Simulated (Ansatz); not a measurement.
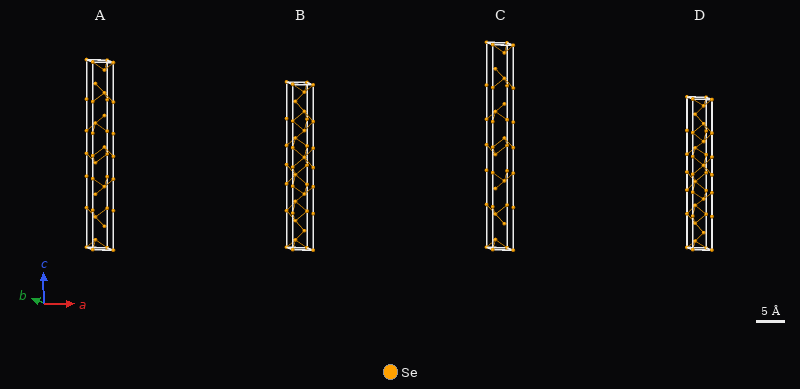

4 geometries from one relaxation of a crystal of Se (a generated structure, set up in R-3m) (coarse preliminary run), in shuffled order. The picture is a ball-and-stick view of the conventional cell (3 times the calculation's cell), seen slightly off an axis. Lengths and directions refer to the drawn axes.

Level of theory: DFT PBE, scalar-relativistic, plane waves, PAW in Ansatz 0.2.0. (plane-wave cutoff 420 eV; k-point mesh 6 × 6 × 6; occupations gaussian; smearing width 0.1 eV; no spin polarisation; cell and atoms relaxed; force threshold 0.04 eV/Å; at most 70 steps)

Put them in the order of the run, from the start to the converged end.

Answer. D, B, A, C. They are steps 0, 2, 5, 14, at +5.050 eV per cell of the calculation, +0.874 eV per cell of the calculation, +0.179 eV per cell of the calculation relative to the last. The largest moves relative to the cell, 0.54 Å, are those of Se atoms. The volume changes by +55.5 %, with a = b 3.536 → 3.780 Å (+6.9 %), c 27.233 → 37.054 Å (+36.1 %). Among the contacts that change: Se–Se 3.233 → 4.614 Å, Se–Se 2.649 → 3.751 Å, Se–Se 3.315 → 3.811 Å, Se–Se 2.423 → 2.684 Å. Bonds break: Se–Se (2.65 → 3.75 Å). Bond angles that change, for instance: Se–Se–Se 93.7° → 89.5°, Se–Se–Se 86.3° → 90.5°, Se–Se–Se 87.4° → 89.5°. The space group stays R-3m (No. 166). The energy falls by 5.050 eV per cell of the calculation in 12 accepted moves (14 points after the start). Largest force component: 1.6 eV/Å at the start, 0.0054 eV/Å at the end. Pressure: 47.76 GPa at the start and 0.04 GPa at the end. The SCF was repeated twice at an unchanged geometry on a basis and grid sized afresh for the cell, which shifted the energy by 76.3 meV per cell of the calculation at most. The run took 3.4 min on 1 thread of Arm Neoverse V1, with other jobs on the host, peak memory 0.51 GiB.
